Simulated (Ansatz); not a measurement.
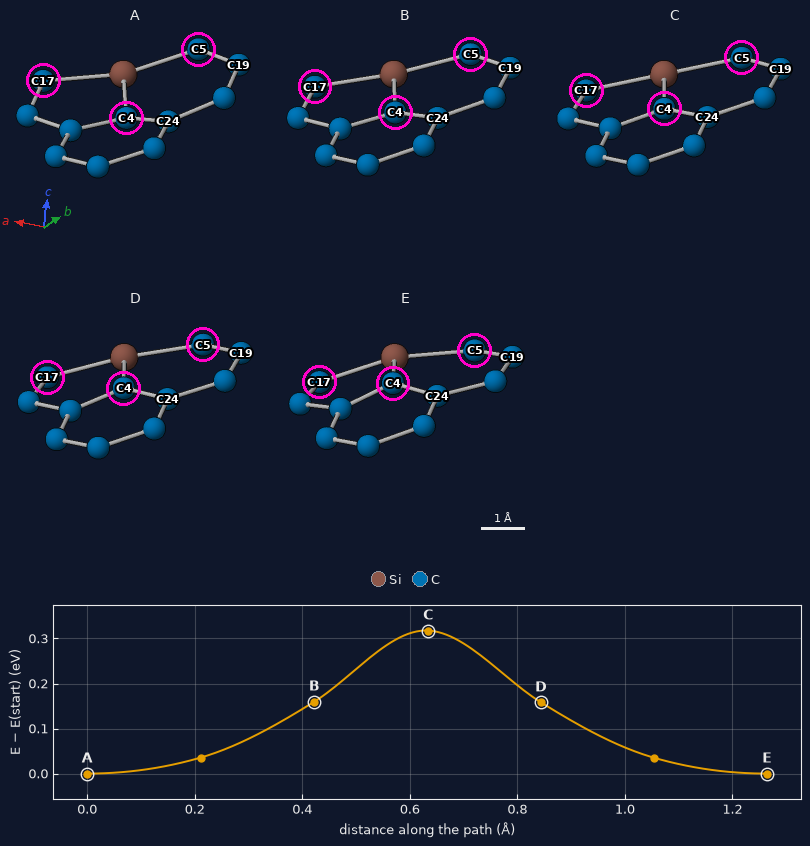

A search for the minimum-energy path of a defect cell of composition SiC₃₀ (31 atoms in the cell) by the nudged elastic band. Images are numbered from 0 (start) to 6 (end). Frames A to E are images 0, 2, 3, 4, 6. A ball-and-stick model of the atoms within 3.2 Å of the middle of the path, seen from a free direction. The atoms that move most are ringed. Bonds to atoms that aren't drawn are left out.

These are results of DFT PBE+D3(BJ), scalar-relativistic, plane waves, PAW in Ansatz 0.2.0, not measurements. Run with plane-wave cutoff 420 eV; k-point mesh 2 × 2 × 2; Gaussian smearing 0.02 eV; 5 movable images; climbing image.

### Read off the barrier and say what moves.

The barrier is about 0.32 eV in both directions, with image 3 at the top; the ends have the same energy. A C atom travels furthest, 0.49 Å from end to end, along [1 1 1], on a straight line. It doesn't move alone: C (0.49 Å), C (0.49 Å), C (0.49 Å) move with it. The band converged in 4 iterations, with a climbing image at the top.

Limits of the set-up: the periodic images lie only 6.6 Å apart, so the values are limited by the cell's size.

The run took 51 s on 4 threads of AMD EPYC 9R14 (Zen 4), on a shared host, peak memory 1.4 GiB.
